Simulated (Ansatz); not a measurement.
Single-point calculation, with input and output: Si

Si (P-1, 2 atoms in the cell), computed with DFT LDA, scalar-relativistic, plane waves, PAW, no spin polarisation (Ansatz 0.2.0).

The structure derives from a Materials Project entry. It belongs to a series of runs on one base structure; here: atom 1 (Si) moved by (-0.300, -0.600) A along x and z. Figures and captions count atoms from 1; the log counts them from 0 in places.

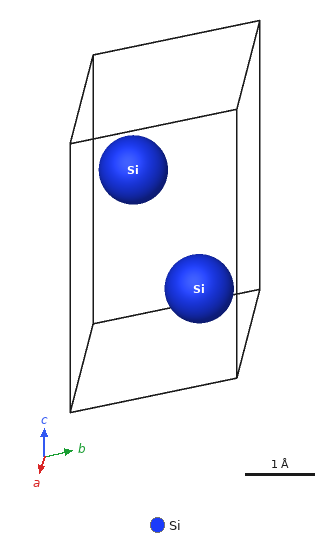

Fig. 1: The structure as given in the input (ball-and-stick view of the cell of the calculation, seen at an oblique angle). An atom can appear more than once, as a periodic image.

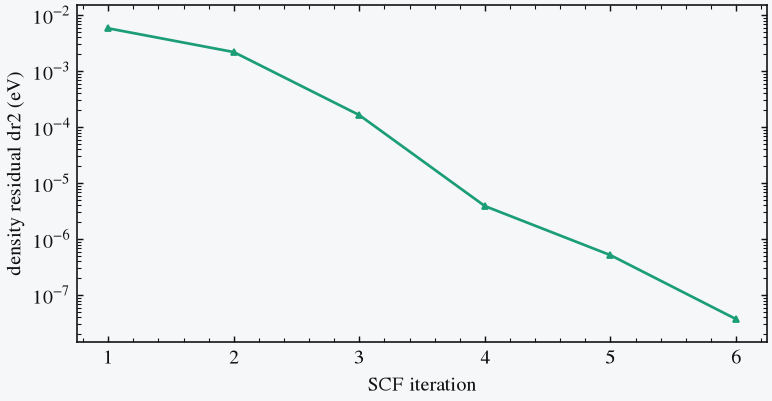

Fig. 2: Convergence of the self-consistent field: density residual dr2 against the SCF iteration. The residual falls at every step.

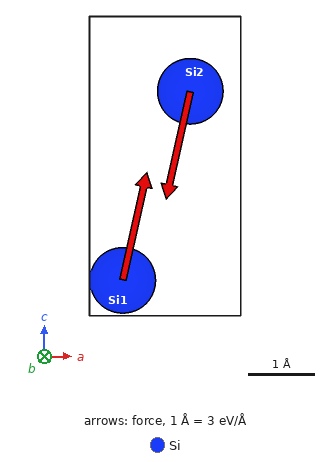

Fig. 3: Forces on the atoms as red arrows (ball-and-stick view of the cell of the calculation, along the b axis; atoms are numbered from 1 in the order of the input). The largest act on Si1, Si2 (5.09 eV/Å). The geometry is not a stationary point of this energy.

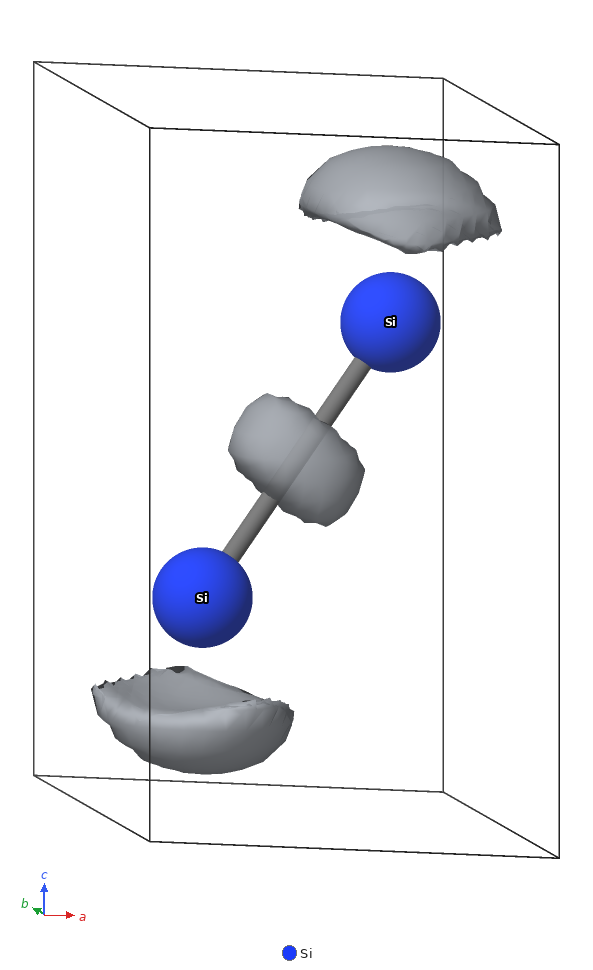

Fig. 4: Isosurface of the ELF at 0.75 (grey), seen slightly off an axis. Core shells and regions of very low density are left out. Sticks mark near contacts. The outline is the cell set on symmetry axes. Along the contacts the grid gives the following. Si–Si (2.29 Å): the ELF peaks at about 0.70 between the atoms. Core electrons are frozen (PAW), so the fields are smoothed inside the atomic spheres.

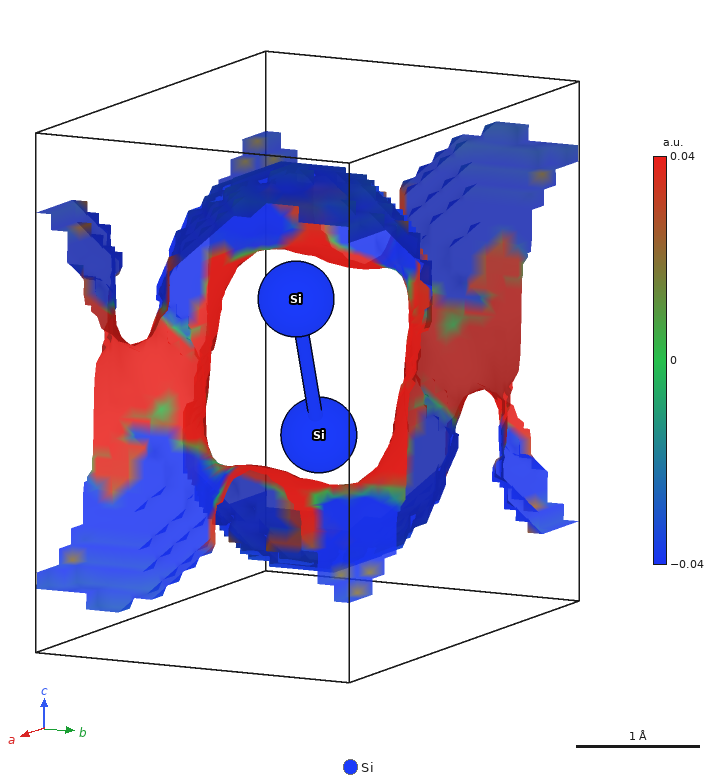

Fig. 5: Non-covalent interaction (NCI) plot: the surface where the reduced density gradient is 0.6, for densities under 0.05 a.u., coloured by sign(λ₂)ρ; seen at an oblique angle. The outline is the cell set on symmetry axes.

The input that produced these results follows, with the program's output.

### Input
```yaml
crystal:
  lattice:
    - [2.6510666862, 0.0, 0.0]
    - [-1.3255333431, 2.2958910974, 0.0]
    - [0.0, 0.0, 4.5417424135]
  atoms:
    - { symbol: Si, position: [0.2201713365, 0.6666666667, 0.1178921116] }
    - { symbol: Si, position: [0.6666666667, 0.3333333333, 0.75] }
basis:
  ecutwfc: 420
kpoints:
  mp_grid: { grid: [24, 24, 14] }
hamiltonian:
  xc: lda
scf:
  occupations: { method: gaussian, width: 0.15 }
output:
  forces: true
  stress: true
  eigenvalues: true
  write_density: true
  write_potential: true
  elf: true
  volumetric_format: npy
```

Launch command:
```bash
ansatz run input.yaml --threads 2 --pin off --max-ram 5120MiB --backend cpu --events-out ev --progress --plain --runs-dir out
```

### Log
```
Engine: ansatz 0.2.0, x86_64-unknown-linux-gnu
Pseudopotentials: kind: paw
Pseudopotential: Si, paw, valence charge 4, recommended cutoff 420 eV (normal), Si.paw.azcp
Functional definition: SPW92
  exchange = slater_x
  correlation = pw_c
Crystal: 2 atoms, lattice volume = 27.644 Å³
Basis set: ecut = 420 eV, 549 PW (Γ)
Bands: 8, of which v1, the nominal top of the filled ones, is band 4 counted from 1 (3 counted from 0)
Symmetry: 2 space group operations
Space group: P-1 (ITA 2), of the structure as read, at distance tolerance 3.0e-5 Å
k-points: 4036 of 8064
Non-local potential: Si, projectors of the file, l = 0: 2, l = 1: 2, l = 2: 2
PAW form: soft (Blöchl's): semilocal exchange-correlation on the pseudo side does not see the compensation charge
PAW frozen core: Si, regenerated for the run's functional, and the local potential with it (the file was generated under x = pbe(κ = 0.804, μ = 0.2195149727645171), c = pbe(β = 0.06672455060314922))
PAW one-centre angular grid: Si, 110 points (default); XC on 64 Gauss nodes
Initial density: superposition of atomic densities (neutral atoms: chi_scale 0, normalization atom), corrected by the library's trained network
Initial wavefunctions: pseudopotential atomic-orbital guess
Functional: x = slater, c = lda
SCF iter   1: F=—  HF=-1215.355483 eV  |F-HF|=—  |Δ(HF+E_count)|=         —  Δρ=5.33e-3  dr2=5.81e-3  ethr=1.77e-3  ⟨swp⟩=5.1  Hψ=264288  notcnv=0
preconditioner: auto → none  [metal: Δε(μ)=0.002 eV  Ē_g=10.708 eV  σ=0.150 eV  W_gap=0.01  n_scr=2 (ndim 8)  ℏωp=20.0 eV  f_vac=0.000  D(μ)=0.85/eV (n_scr^D=2)  sad-step TF]
SCF iter   2: F=—  HF=-1215.354380 eV  |F-HF|=—  |Δ(HF+E_count)|=   1.10e-3  Δρ=3.15e-3  dr2=2.19e-3  ethr=7.27e-5  ⟨swp⟩=1.0  Hψ=64679  notcnv=0
SCF iter   3: F=—  HF=-1215.353744 eV  |F-HF|=—  |Δ(HF+E_count)|=   6.36e-4  Δρ=4.42e-4  dr2=1.64e-4  ethr=2.74e-5  ⟨swp⟩=2.5  Hψ=47328  notcnv=0
SCF iter   4: F=—  HF=-1215.353701 eV  |F-HF|=—  |Δ(HF+E_count)|=   4.34e-5  Δρ=1.15e-4  dr2=3.90e-6  ethr=2.05e-6  ⟨swp⟩=2.1  Hψ=40338  notcnv=0
SCF iter   5: F=—  HF=-1215.353700 eV  |F-HF|=—  |Δ(HF+E_count)|=   1.31e-6  Δρ=2.87e-5  dr2=5.19e-7  ethr=4.87e-8  ⟨swp⟩=2.4  Hψ=48560  notcnv=0
SCF iter   6: F=-1215.353699 eV  HF=-1215.353699 eV  |F-HF|=2.90e-8  |Δ(HF+E_count)|=   1.35e-7  Δρ=7.76e-6  dr2=3.75e-8  ethr=1.25e-9  ⟨swp⟩=10.2  Hψ=223913  notcnv=0
SCF 1 converged in 6 iterations: F = -1215.353699 eV  dr2 = 3.75e-8
  greatest PAW one-centre occupation: 0.694 electrons in one spin orbital (limit 2), on the Si atom at site 1 (counted from 0), in its partial waves of l = 0
SCF converged after 6 iterations
Free energy (F): -1215.353699 eV
Harris-Foulkes:  -1215.353699 eV  (|F-HF|=2.90e-8)
Internal energy: -1215.344137 eV  (E = F + TS)
E sigma→0 (E₀):  -1215.348918 eV
Entropy (-TS):   -0.009562 eV (-4.781 meV/atom)
Fermi energy:    10.754315 eV
--- Per-component energies (eV) ---
  E_band       = 37.946588
  E_kinetic    = 89.893449
  E_local      = -28.417610  (includes V_loc(G=0)·N_el)
  E_nonlocal   = 55.509231
  E_hartree    = 13.123401
  E_xc         = -114.203814
  E_vxc        = -100.006833  (∫ρ·V_xc dr)
  E_paw        = -971.828992  (= ΣΔE_a)
  E_vpaw       = -5.277342  (= ΣTr[D̂ρ^β])
  E_aug_tail   = 0.000012  (compensation charges beyond the density's cutoff)
  E_ewald      = -259.588477
  E_core_change = 0.168661  (= ΣΔE_core)
  E_smearing   = -0.009562  (= −TS)
  E_closure    = 0.000000  (closes the sum)
  Σ components = -1215.353699   (vs F -1215.353699, Δ=0.00e0)
--- Forces (eV/Å), atoms counted from 1 ---
  atom   1  Si     1.02427879     0.44670105     4.96270197
  atom   2  Si    -1.02427879    -0.44670105    -4.96270197
  max |Σ_I F_I| component: 0.00e0 eV/Å
--- Stress (GPa, compression-positive) ---
       18.577883       6.648594      11.808516
        6.648594      19.427931       5.194671
       11.808516       5.194672      38.206520
  P = ⅓ Tr σ = 25.4041 GPa (254.041 kbar)
--- Band table (eV; the first three rows and the last of 4036) ---
  k-point 0: bands = ["-4.9526", "2.7400", "4.5708", "17.9394", "19.2101", "19.7410", "20.6959", "21.0182"]
  k-point 1: bands = ["-4.9351", "2.4226", "4.9645", "17.9363", "19.1857", "19.7487", "20.2593", "20.9129"]
  k-point 2: bands = ["-4.8847", "1.8290", "5.7876", "17.8919", "18.8451", "19.5230", "19.7990", "20.9271"]
  k-point 4035: bands = ["1.5475", "2.6751", "6.3787", "6.9904", "13.5290", "15.6385", "15.7069", "17.7774"]
```

### Summary

```json
{"quantity": "outcome", "value": "converged"}
{"quantity": "space group (tolerance 0.01 Å)", "value": "P-1 (2)"}
{"quantity": "electrons treated", "value": "8"}
{"quantity": "free energy", "value": "−1215.3537 eV"}
{"quantity": "Fermi energy", "value": "10.754 eV"}
{"quantity": "gap on the k-point mesh", "value": "none (metallic)"}
{"quantity": "pressure", "value": "25.40 GPa"}
{"quantity": "largest force (length of the vector)", "value": "5.087 eV/Å"}
{"quantity": "hardware", "value": "2 threads of Intel Xeon @ 2.50GHz (Skylake/Cascade Lake), 32 GiB of memory available, shared host"}
{"quantity": "wall time", "value": "39 s (CPU time 77 s)"}
{"quantity": "peak memory", "value": "1.2 GiB"}
```
